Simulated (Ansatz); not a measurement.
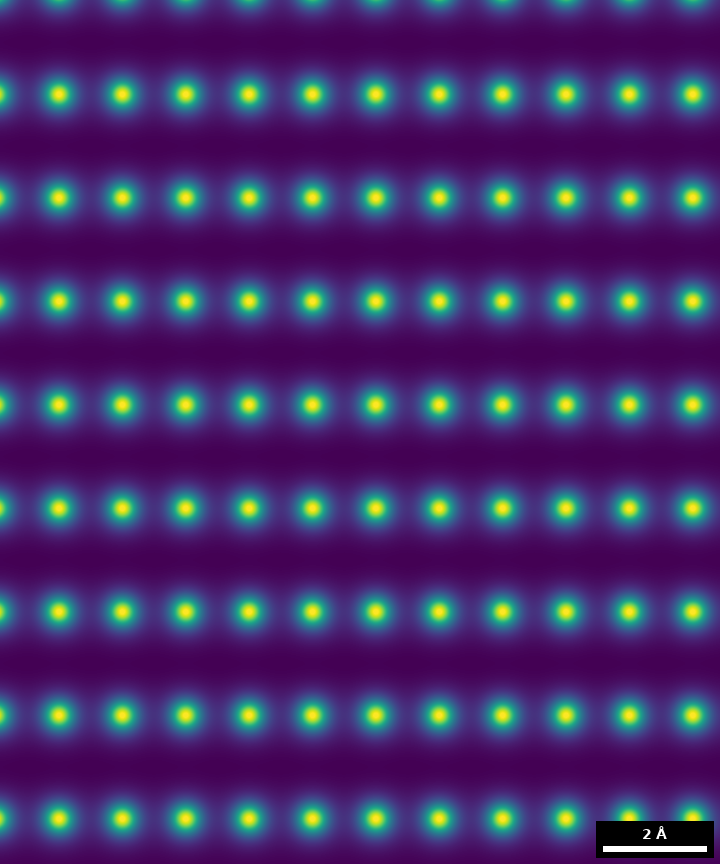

Projected-potential map of a crystal. Computed as the sum of neutral-atom potentials (tabulated electron scattering factors, B = 0.5 Å²) projected along the beam and smoothed by 0.25 Å; brighter is more positive.

**Measure the repeat of the pattern.**

The pattern repeats on a rectangular net of 1.2 × 2.0 Å.

**Which plane group does this projection have?**

p2mm: mirror lines in two perpendicular directions, with twofold points where they cross.

**How many columns does the smallest repeating cell hold, and how many levels of brightness?**

1 column in the primitive cell of 2.5 Å², all of one brightness.

The crystal is Co (Fm-3m, No. 225) seen along [211]. Structure: coordinates from a relaxation with DFT, RPBE, plane waves (420 eV) with PAW, scalar-relativistic in Ansatz; the starting structure was generated, so it need not be a known form of this composition.
